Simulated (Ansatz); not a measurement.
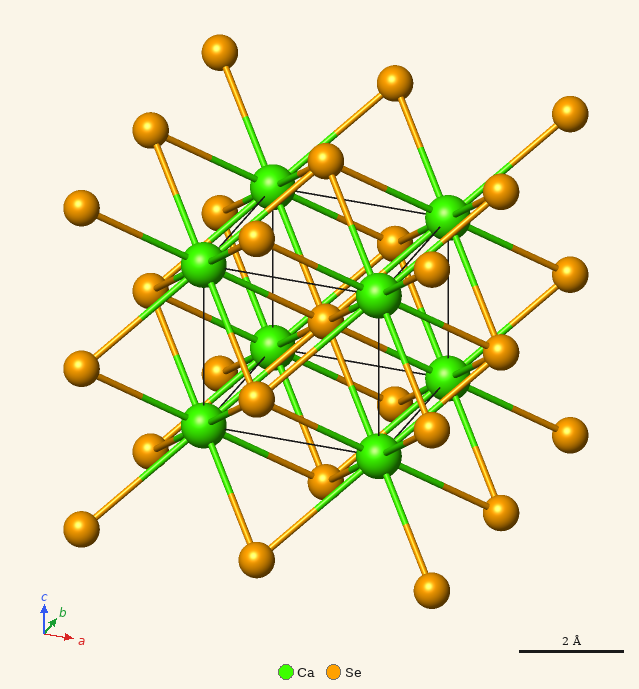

A ball-and-stick rendering, viewed from a general direction. The simulation cell is drawn as a box. A few atoms beyond the faces are included.

This input was run:
```yaml
crystal:
  lattice:
    - [3.6347849189, 0.0, 0.0]
    - [0.0, 3.6347849189, 0.0]
    - [0.0, 0.0, 3.4584978503]
  atoms:
    - { symbol: Ca, position: [0.0, 0.0, 0.0] }
    - { symbol: Se, position: [0.5, 0.5, 0.5] }
kpoints:
  mp_grid: { grid: [6, 6, 6] }
  band_path:
    path: [[0.0, 0.0, 0.0], [0.0, 0.5, 0.0], [0.5, 0.5, 0.0], [0.5, 0.5, 0.5]]
    npoints: 1
hamiltonian:
  xc: hse06
scf:
  occupations: { method: fixed }
  n_extra_bands: 4
output:
  forces: true
  stress: true
  eigenvalues: true
```

Level of theory and settings: Ansatz 0.2.0, DFT, HSE06, plane waves, PAW, an energy cutoff of 420 eV, a 6×6×6 k-point grid, no spin polarisation.

**What does the calculation say: metal or gapped?**

A semiconductor at this level, with a gap of 0.93 eV, direct.

**State the hydrostatic pressure.**

The computed pressure is 3.2 GPa (compressed: it would expand). The stress isn't hydrostatic: its largest component is 9.3 GPa.

The structure was taken from a structure type filled with these elements by a generator (whether the compound takes this form wasn't checked). The cell was then strained or its atoms displaced on purpose. Ansatz was used for an electronic-structure calculation on it.
